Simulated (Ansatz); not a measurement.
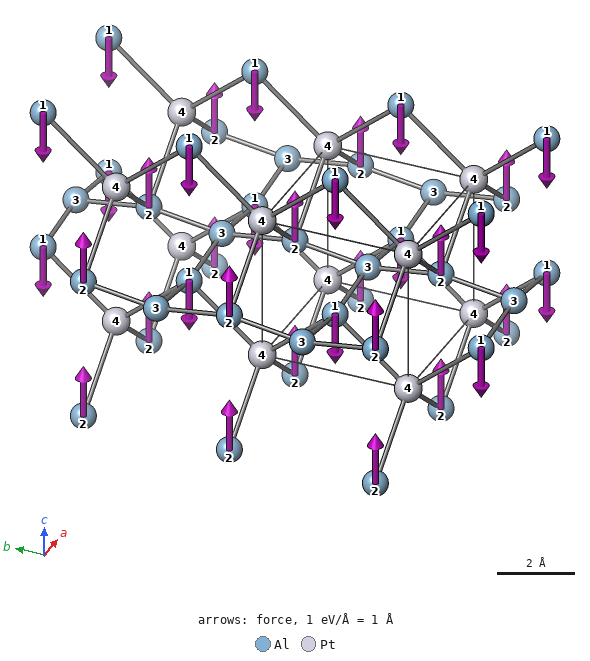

Starting geometry of crystalline Al$_{3}$Pt (a generated structure, set up in P-4m2) (coarse preliminary run) with the computed forces as purple arrows. A ball-and-stick model of the cell of the calculation, repeated 1 × 2 × 1 with one cell outlined, seen from a free direction.

Theory: DFT PBE, scalar-relativistic, plane waves, PAW in Ansatz.

Input
```yaml
crystal:
  lattice:
    - [4.19893071, 0.0, 0.0]
    - [0.0, 4.19893071, 0.0]
    - [0.0, 0.0, 4.09924056]
  atoms:
    - { symbol: Al, position: [0.0, 0.5, 0.42757325] }
    - { symbol: Al, position: [0.5, 0.0, 0.57242675] }
    - { symbol: Al, position: [0.5, 0.5, 0.5] }
    - { symbol: Pt, position: [0.0, 0.0, 0.0] }
basis:
  ecutwfc: 420
kpoints:
  mp_grid: { grid: [4, 4, 4] }
hamiltonian:
  xc: pbe
scf:
  occupations: { method: gaussian, width: 0.1 }
  lower_state_search: "off"
output:
  forces: true
  stress: true
  eigenvalues: true
relax:
  adjacent_minimum: "off"
  f_tol: 0.04
  max_steps: 70
  cell: { stress_tol: 0.4 }
```

Launched with:
```bash
ansatz run input.yaml --threads 1 --pin off --max-ram 2560MiB --backend cpu --events-out ev --progress --plain --runs-dir out
```

> Is this structure relaxed? If not, where do the atoms go?

It isn't relaxed: the largest force vector, on Al atoms, is 1.53 eV/Å. The atoms end up moving mostly along the starting forces (cosine between the two patterns 1.00). After 14 accepted moves (16 points after the start) the energy has fallen by 5.000 eV per cell of the calculation. Largest force component: 1.5 eV/Å at the start, under 0.0001 eV/Å at the end. Pressure: 21.25 GPa at the start and −0.02 GPa at the end. At 2 points the geometry stayed and the basis and grid were re-selected for the new cell (energy shift of 91.3 meV per cell of the calculation at most each time). The largest moves relative to the cell, 1.17 Å, are those of Al1 and Al2. Al2 goes along +c. Pt stays in place. The volume changes by −2.0 %, with a = b 4.199 → 5.088 Å (+21.2 %), c 4.099 → 2.737 Å (−33.2 %). Near-neighbour distances that change, for instance: Al1–Al3 4.343 → 2.889 Å, Pt4–Pt4 4.099 → 2.737 Å, Al1–Al1 4.099 → 2.737 Å, Al1–Al3 (another image) 2.120 → 2.889 Å. New bonds form: Al1–Al3 (4.34 → 2.89 Å), Al2–Al3 (4.34 → 2.89 Å). Bond angles that change, for instance: Pt4–Al1–Pt4 100.3° → 180.0°, Al1–Pt4–Al1 100.3° → 180.0°, Al3–Al1–Al3 163.9° → 123.5°. The space group (tolerance 0.01 Å) goes from P-4m2 (No. 115) to P4/mmm (No. 123).

Limits of the set-up: the k-point mesh is coarse for a cell with partly filled bands.
